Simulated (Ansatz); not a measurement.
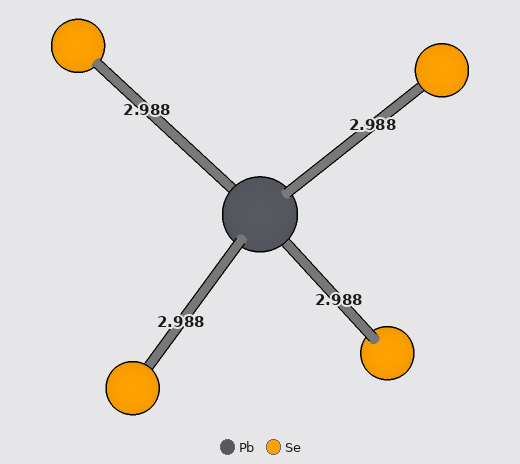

The surroundings of site Pb1 (at 0.000, 0.000, 0.000) in PbSe (F-43m), with bond lengths in Å.

Origin of the cell: the geometry relaxed with Ansatz 0.2.0, DFT, PBE, PAW with Ansatz's default frozen-core files, scalar-relativistic; the starting structure was generated, so it need not be a known form of this composition.

```yaml
crystal:
  lattice:
    - [6.90072, 0.00000, 0.00000]
    - [0.00000, 6.90072, 0.00000]
    - [0.00000, 0.00000, 6.90072]
  atoms:
    - { symbol: Pb, position: [0.00000, 0.00000, 0.00000] }
    - { symbol: Se, position: [0.25000, 0.25000, 0.75000] }
    - { symbol: Pb, position: [0.00000, 0.50000, 0.50000] }
    - { symbol: Se, position: [0.25000, 0.75000, 0.25000] }
    - { symbol: Pb, position: [0.50000, 0.00000, 0.50000] }
    - { symbol: Se, position: [0.75000, 0.25000, 0.25000] }
    - { symbol: Pb, position: [0.50000, 0.50000, 0.00000] }
    - { symbol: Se, position: [0.75000, 0.75000, 0.75000] }
```

Bond valence s = exp((R0 − d)/b), R0 fitted to published crystal structures with b = 0.37 Å; R0 in Å: Pb2+–Se 2.655.

Q: Calculate the bond-valence sum of Pb1 from the bonds drawn.

A: 4 × 0.407 = 1.63 v.u., against a formal valence of 2: underbonded (bonds long for this ion) by 0.37.

Q: And over the whole structure?

A:
| site | x, y, z | formal valence | bond-valence sum | difference |
| --- | --- | --- | --- | --- |
| Pb1 | 0.000, 0.000, 0.000 | +2 | 1.63 | -0.37 |
| Se1 | 0.250, 0.250, 0.750 | −2 | 1.63 | -0.37 |

These sums include all anions within 5 Å. The global instability index (root mean square of the differences over all atoms) is 0.37 v.u.: above 0.2, which by the usual rule of thumb marks a strained structure. Cells relaxed with PBE tend to have slightly long bonds, which lowers the sums.
